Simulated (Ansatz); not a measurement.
## WS2: geometry relaxation (part 1 of 2)

System: WS2 (P6₃/mmc, 6 atoms in the cell).
Method: DFT PBE+D3(BJ), scalar-relativistic, plane waves, PAW, no spin polarisation (Ansatz 0.2.0).

The structure derives from a Materials Project entry. Figures and captions count atoms from 1; the log counts them from 0 in places.

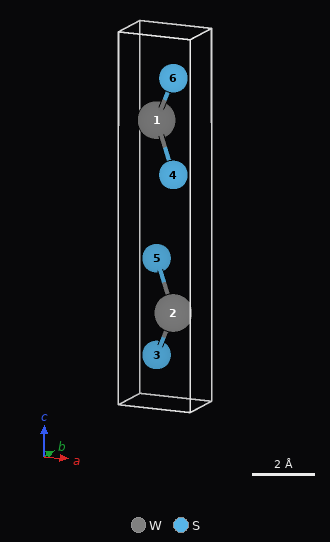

**Figure 1.** The structure as given in the input (ball-and-stick view of the cell of the calculation, seen slightly off an axis; atoms are numbered from 1 in the order of the input). Near neighbours in the crystal (not all of them lie inside the picture): W has 6 S at 2.41 Å; S has 3 W at 2.41 Å.

### Input
```yaml
crystal:
  lattice:
    - [3.1540575108, 0.0, 0.0]
    - [-1.5770287554, 2.7314939294, 0.0]
    - [0.0, 0.0, 12.1452968956]
  atoms:
    - { symbol: W, position: [0.3333333333, 0.6666666667, 0.7499980541] }
    - { symbol: W, position: [0.6666666667, 0.3333333333, 0.2500019459] }
    - { symbol: S, position: [0.3333333333, 0.6666666667, 0.1203307634] }
    - { symbol: S, position: [0.6666666667, 0.3333333333, 0.6203258564] }
    - { symbol: S, position: [0.3333333333, 0.6666666667, 0.3796741436] }
    - { symbol: S, position: [0.6666666667, 0.3333333333, 0.8796692366] }
basis:
  ecutwfc: 420
kpoints:
  mp_grid: { grid: [12, 12, 4] }
hamiltonian:
  xc: pbe
  dispersion: d3bj
scf:
  occupations: { method: gaussian, width: 0.02 }
output:
  forces: true
  stress: true
  eigenvalues: true
  write_density: true
  write_potential: true
  elf: true
  volumetric_format: npy
relax:
  adjacent_minimum: "off"
  f_tol: 0.005
  max_steps: 80
  cell: { stress_tol: 0.05 }
```

Machine: 1 thread of Arm Neoverse V2, 24 GiB of memory available, shared host.

Run as:
```bash
ansatz run input.yaml --threads 1 --pin off --max-ram 2560MiB --backend cpu --events-out ev --progress --plain --runs-dir out
```

### Log
```
Warning: the atoms were moved onto the symmetric positions of the space group found under crystal.symmetry.tolerance 1.0e-5 (fractional; no operation is sought that the atoms, as they stand in a round, miss by more than twice it, and no atom is moved by as much as it), and the run uses the moved positions. Before a round's move an operation carried an atom to 5.96e-5 Å from where it should land, the largest such distance. Atom 2 (counting from 0) moved farthest, by 2.98e-5 Å; the longest move in fractions of the cell, of whichever atom, is 0.24 of the tolerance, in 1 round. To run the atoms as typed, lower crystal.symmetry.tolerance until the operations that they miss are no longer found, or set crystal.symmetry.detect: false (a key that needs symmetry detection or time reversal refuses this as the deck is read). The positions used, in the order of the run's atom list: position: [0.3333333333333333, 0.6666666666666666, 0.75]; position: [0.6666666666666666, 0.3333333333333333, 0.25]; position: [0.3333333333333333, 0.6666666666666666, 0.12032830990000003]; position: [0.6666666666666666, 0.3333333333333333, 0.6203283099000001]; position: [0.3333333333333333, 0.6666666666666666, 0.37967169009999996]; position: [0.6666666666666666, 0.3333333333333333, 0.8796716901]; The lattice was moved too: crystal.lattice keeps the space group found at crystal.symmetry.tolerance 1.0e-5 only nearly: the operation that it misses by the most changes a squared length by the fraction 3.18e-11. The run uses the lattice that is a stretch of the typed one, with no rotation, onto the one that keeps every operation to a double's rounding (on a very oblique basis the stretch itself rounds by more); the deck's lattice vector that moved farthest moved by 2.89e-11 Å. To run the lattice as typed, set crystal.symmetry.detect: false, as for the atoms. crystal.lattice made exact, in Å and degrees: [[3.1540575108289186, 0.0, 0.0], [-1.5770287554144593, 2.7314939293749556, 0.0], [0.0, 0.0, 12.1452968956]]. Pasted over the deck's crystal.lattice, beside positions in fractional coordinates, it runs the same cell (given as lengths and angles, that cell in the form's own orientation, a rigid turn of the misfit's size from the one run here, for which a checkpoint.post_process_only pass over this run's state can be refused: where this run relaxes nothing, give such a pass this deck's own crystal.lattice, as typed; behind a relaxation, as crystal.lattice, the state's own cell, identity.cell in its checkpoint.json), and a matrix so pasted ends this notice, except on a very skew basis of the lattice, where the rounding of the pasted numbers themselves can read as a misfit: the cell is then moved again, and that move is told again. The lattice as run is in this notice's lattice.as_run_ang field (Run.prep()["deck_notices"] in Python, the deck_notice line of an events file, deck_notices of ansatz run --dry-run=json, or deck_notices in record.json in the deck's checkpoint.write directory).
Engine: ansatz 0.2.0, aarch64-unknown-linux-gnu
Pseudopotentials: kind: paw
Pseudopotential: W, paw, valence charge 14, recommended cutoff 420 eV (normal), W.paw.azcp
Pseudopotential: S, paw, valence charge 6, recommended cutoff 420 eV (normal), S.paw.azcp
Functional definition: PBE
  parameter kappa = 0.804
  parameter beta = 0.06672455060314922
  exchange = pbe_x(kappa = kappa, mu = beta*pi^2/3)
  correlation = pbe_c(beta = beta)
Crystal: 6 atoms, lattice volume = 104.635 Å³
Basis set: ecut = 420 eV, 2033 PW (Γ), exchange–correlation on 48×48×180 points (8 copies of the dense FFT grid, shifted against one another)
Bands: 32, of which v1, the nominal top of the filled ones, is band 26 counted from 1 (25 counted from 0)
Symmetry: 24 space group operations
Space group: P63/mmc (ITA 194), of the structure as read, at distance tolerance 4.7e-5 Å
k-points: 57 of 576
Non-local potential: W, projectors of the file, l = 0: 3, l = 1: 2, l = 2: 2, l = 3: 1
Non-local potential: S, projectors of the file, l = 0: 2, l = 1: 2, l = 2: 2
PAW form: soft (Blöchl's): semilocal exchange-correlation on the pseudo side does not see the compensation charge
PAW one-centre angular grid: W, 590 points (default); XC on 64 Gauss nodes
PAW one-centre angular grid: S, 110 points (default); XC on 64 Gauss nodes
Initial density: superposition of atomic densities (neutral atoms: chi_scale 0, normalization atom), corrected by the library's trained network
Initial wavefunctions: pseudopotential atomic-orbital guess
Functional: x = pbe(κ = 0.804, μ = 0.2195149727645171), c = pbe(β = 0.06672455060314922)
SCF iter   1: F=—  HF=-24385.309974 eV  |F-HF|=—  |Δ(HF+E_count)|=         —  Δρ=5.14e-3  dr2=1.04e-2  ethr=1.77e-3  ⟨swp⟩=6.6  Hψ=8667  notcnv=0
preconditioner: auto → Resta (q_TF=auto, 2.428 Å⁻¹)  ε∞=7.6  [insulator: Δε(μ)=0.891 eV  Ē_g=8.453 eV  σ=0.020 eV  W_gap=1.00  n_scr=26 (ndim 8)  ℏωp=21.8 eV  f_vac=0.012  D(μ)=0.00/eV (n_scr^D=0)  ε∞_Penn≈7.6]
SCF iter   2: F=—  HF=-24385.315512 eV  |F-HF|=—  |Δ(HF+E_count)|=   5.54e-3  Δρ=2.85e-3  dr2=2.47e-3  ethr=2.00e-5  ⟨swp⟩=2.1  Hψ=3161  notcnv=0  defer=81
SCF iter   3: F=—  HF=-24385.319883 eV  |F-HF|=—  |Δ(HF+E_count)|=   4.37e-3  Δρ=7.78e-4  dr2=3.89e-4  ethr=4.75e-6  ⟨swp⟩=2.0  Hψ=2807  notcnv=0  defer=81
SCF iter   4: F=—  HF=-24385.320124 eV  |F-HF|=—  |Δ(HF+E_count)|=   2.41e-4  Δρ=9.70e-5  dr2=1.85e-5  ethr=7.48e-7  ⟨swp⟩=2.0  Hψ=2566  notcnv=0  defer=81
SCF iter   5: F=—  HF=-24385.320190 eV  |F-HF|=—  |Δ(HF+E_count)|=   6.61e-5  Δρ=3.32e-5  dr2=1.31e-6  ethr=3.57e-8  ⟨swp⟩=2.0  Hψ=2537  notcnv=0  defer=81
SCF iter   6: F=—  HF=-24385.320191 eV  |F-HF|=—  |Δ(HF+E_count)|=   7.61e-7  Δρ=9.21e-6  dr2=1.01e-7  ethr=2.52e-9  ⟨swp⟩=2.0  Hψ=2689  notcnv=0  defer=81
SCF iter   7: F=-24385.320191 eV  HF=-24385.320191 eV  |F-HF|=3.20e-9  |Δ(HF+E_count)|=   8.48e-8  Δρ=1.52e-6  dr2=2.60e-9  ethr=1.92e-10  ⟨swp⟩=12.9  Hψ=12907  notcnv=0
SCF 1 converged in 7 iterations: F = -24385.320191 eV  dr2 = 2.60e-9
  greatest PAW one-centre occupation: 1.000 electrons in one spin orbital (limit 2), on the W atom at site 1 (counted from 0), in its partial waves of l = 0
relax step   1: F+E_penalty+E_count = -24385.32019086 eV  Δ(F+E_penalty+E_count) = +0.000e0 eV  max|allowed force component| = 2.535e-3 eV/Å  Δτ_max = 0.0000 Å  P = -0.024 GPa  Ω = 104.635 Å³  (7 SCF iters, dr2 threshold 1.00e-7 eV, accepted)
Crystal: 6 atoms, lattice volume = 104.560 Å³
Initial density: handed on by an earlier stage of this run
Initial wavefunctions: those handed on with the density
iter 1 solved again at ethr=1.06e-8 eV; its pass at ethr=3.10e-3 eV (dr2=5.49e-6 eV) is discarded
SCF iter   1: F=—  HF=-24385.320153 eV  |F-HF|=—  |Δ(HF+E_count)|=         —  Δρ=8.33e-5  dr2=4.95e-6  ethr=1.06e-8  ⟨swp⟩=3.2  Hψ=9987  notcnv=0
preconditioner: auto → Resta (q_TF=auto, 2.428 Å⁻¹)  ε∞=7.6  [insulator: Δε(μ)=0.887 eV  Ē_g=8.472 eV  σ=0.020 eV  W_gap=1.00  n_scr=26 (ndim 8)  ℏωp=21.8 eV  f_vac=0.009  D(μ)=0.00/eV (n_scr^D=0)  ε∞_Penn≈7.6]
SCF iter   2: F=—  HF=-24385.320208 eV  |F-HF|=—  |Δ(HF+E_count)|=   5.43e-5  Δρ=4.57e-5  dr2=1.61e-6  ethr=9.51e-9  ⟨swp⟩=1.0  Hψ=1826  notcnv=0
SCF iter   3: F=—  HF=-24385.320208 eV  |F-HF|=—  |Δ(HF+E_count)|=   1.25e-7  Δρ=9.33e-6  dr2=1.39e-7  ethr=3.10e-9  ⟨swp⟩=2.0  Hψ=2567  notcnv=0
SCF iter   4: F=—  HF=-24385.320208 eV  |F-HF|=—  |Δ(HF+E_count)|=   1.65e-8  Δρ=4.02e-6  dr2=3.96e-8  ethr=2.67e-10  ⟨swp⟩=2.2  Hψ=2553  notcnv=0
SCF iter   5: F=-24385.320208 eV  HF=-24385.320208 eV  |F-HF|=4.95e-10  |Δ(HF+E_count)|=   1.53e-8  Δρ=1.44e-6  dr2=5.23e-9  ethr=1.31e-11  ⟨swp⟩=6.6  Hψ=11306  notcnv=0
SCF 2 converged in 5 iterations: F = -24385.320208 eV  dr2 = 5.23e-9
relax step   2: F+E_penalty+E_count = -24385.32020766 eV  Δ(F+E_penalty+E_count) = -1.680e-5 eV  max|allowed force component| = 4.292e-4 eV/Å  Δτ_max = 0.0010 Å  P = +0.003 GPa  Ω = 104.560 Å³  energy of the carried Pulay correction = +1.394e-5 eV  (5 SCF iters, dr2 threshold 6.80e-9 eV, accepted)
Initial wavefunctions: pseudopotential atomic-orbital guess (no wavefunctions were taken with the density)
iter 1 solved again at ethr=1.91e-7 eV; its pass at ethr=3.10e-3 eV (dr2=9.93e-5 eV) is discarded
SCF iter   1: F=—  HF=-24385.320135 eV  |F-HF|=—  |Δ(HF+E_count)|=         —  Δρ=2.49e-6  dr2=4.01e-9  ethr=1.91e-7  ⟨swp⟩=3.1  Hψ=13496  notcnv=0
eigensolver tolerance schedule: the retry pair's looser diagonalisation over-reported the residual by 24763.54 of it (diagonalisation noise at an unbounded share of the residual, at the tolerance the schedule requests for it); recorded, not acted on — ethr = c·dr2/N_el stays at c = 1.0e-1
preconditioner: auto → Resta (q_TF=auto, 2.428 Å⁻¹)  ε∞=7.6  [insulator: Δε(μ)=0.887 eV  Ē_g=8.471 eV  σ=0.020 eV  W_gap=1.00  n_scr=26 (ndim 8)  ℏωp=21.8 eV  f_vac=0.009  D(μ)=0.00/eV (n_scr^D=0)  ε∞_Penn≈7.6]
SCF iter   2: F=—  HF=-24385.320190 eV  |F-HF|=—  |Δ(HF+E_count)|=   5.44e-5  Δρ=1.45e-6  dr2=2.18e-9  ethr=7.71e-12  ⟨swp⟩=4.0  Hψ=5106  notcnv=0
SCF iter   3: F=—  HF=-24385.320190 eV  |F-HF|=—  |Δ(HF+E_count)|=   1.35e-9  Δρ=6.50e-7  dr2=5.97e-10  ethr=4.19e-12  ⟨swp⟩=2.0  Hψ=2533  notcnv=0
SCF iter   4: F=—  HF=-24385.320190 eV  |F-HF|=—  |Δ(HF+E_count)|=  7.42e-10  Δρ=3.96e-7  dr2=5.04e-10  ethr=1.15e-12  ⟨swp⟩=2.0  Hψ=2796  notcnv=0
SCF iter   5: F=-24385.320190 eV  HF=-24385.320190 eV  |F-HF|=3.64e-12  |Δ(HF+E_count)|=  9.82e-11  Δρ=1.32e-7  dr2=8.78e-12  ethr=1.00e-12  ⟨swp⟩=5.1  Hψ=9605  notcnv=0
SCF 3 converged in 5 iterations: F = -24385.320190 eV  dr2 = 8.78e-12
relax step   3: F+E_penalty+E_count = -24385.32018966 eV  Δ(F+E_penalty+E_count) = +1.799e-5 eV  max|allowed force component| = 4.128e-4 eV/Å  Δτ_max = 0.0000 Å  P = +0.003 GPa  Ω = 104.560 Å³  stress off target by 1.72e-2 GPa  SCF on the basis re-selected at this cell (its energy is not comparable with the rows above)  (5 SCF iters)
```

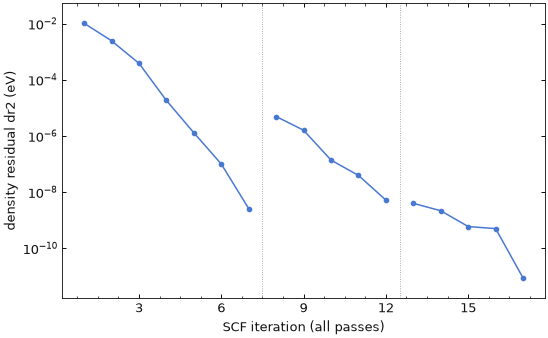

**Figure 2.** Convergence of the self-consistent field: density residual dr2 against the SCF iteration. The dotted lines part the SCF passes of the relaxation: geometry steps, rejected trials and re-solves on a re-selected basis. The passes take 7, 5 and 5 iterations.

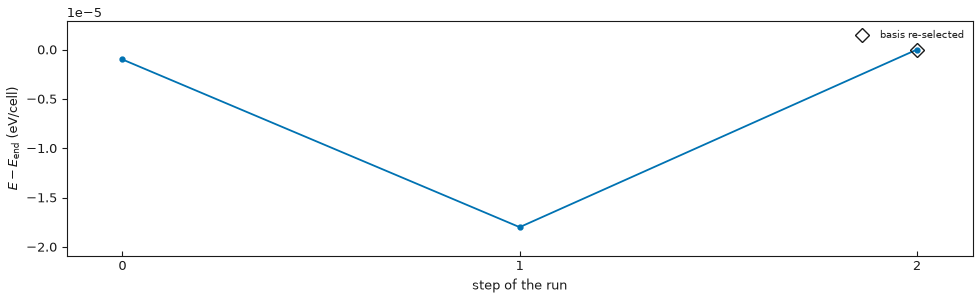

**Figure 3.** Progress of the relaxation, step by step (the first geometry is step 0 here and step 1 in the log). Over 1 geometry step the energy falls by next to nothing (0.0 meV per cell of the calculation). The largest force component goes from 0.0025 to 0.00041 eV/Å. The pressure goes from −0.02 to 0.00 GPa. The atoms keep their places relative to the cell (all moves are under 0.005 Å). Cell: a = b stay at 3.154 Å, c 12.145 → 12.136 Å (−0.1 %). Volume −0.1 %. The space group stays P6_3/mmc (No. 194). A last SCF at the same geometry on a re-selected plane-wave basis shifts the energy by +0.0 meV per cell of the calculation. (Atoms are counted from 1 in the order of the input.)
